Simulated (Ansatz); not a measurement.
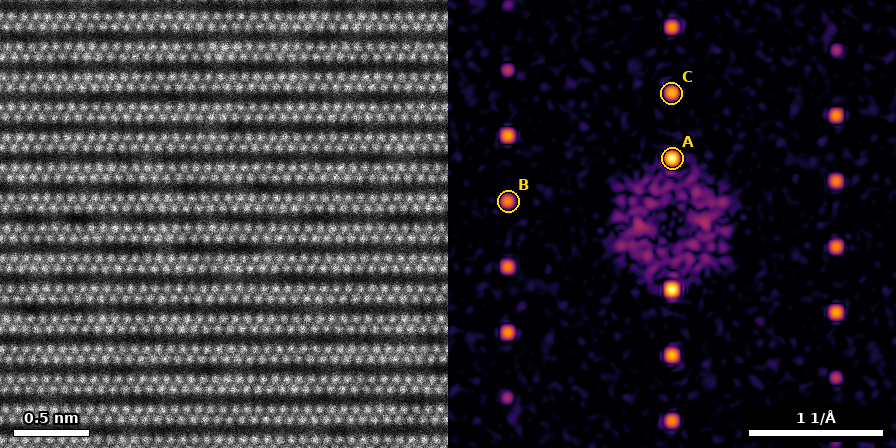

Z-contrast image of a crystal. Simulated incoherent Z contrast: every atom adds Z^1.7 spread by a probe of 0.50 Å full width; channelling and multiple scattering are left out. The probe carries 25 % of its weight in a tail 2.5 times as wide. Shot noise and the speckle of an amorphous layer were added.

The right panel is the modulus of the image's Fourier transform on a logarithmic scale.

> Which lattice spacings do the marked spots stand for, and what angle do A and B enclose?

A: 2.0 Å, B: 0.8 Å, C: 1.0 Å; A and B enclose about 82°.

The crystal is C (R-3m, No. 166) along [201]; the spots are (1 0 -2), (-1 3 2) and (2 0 -4). Atomic positions: the end point of a relaxation with Ansatz 0.2.0, DFT PBE, scalar-relativistic, plane waves, PAW; the starting structure was generated, so it need not be a known form of this composition.
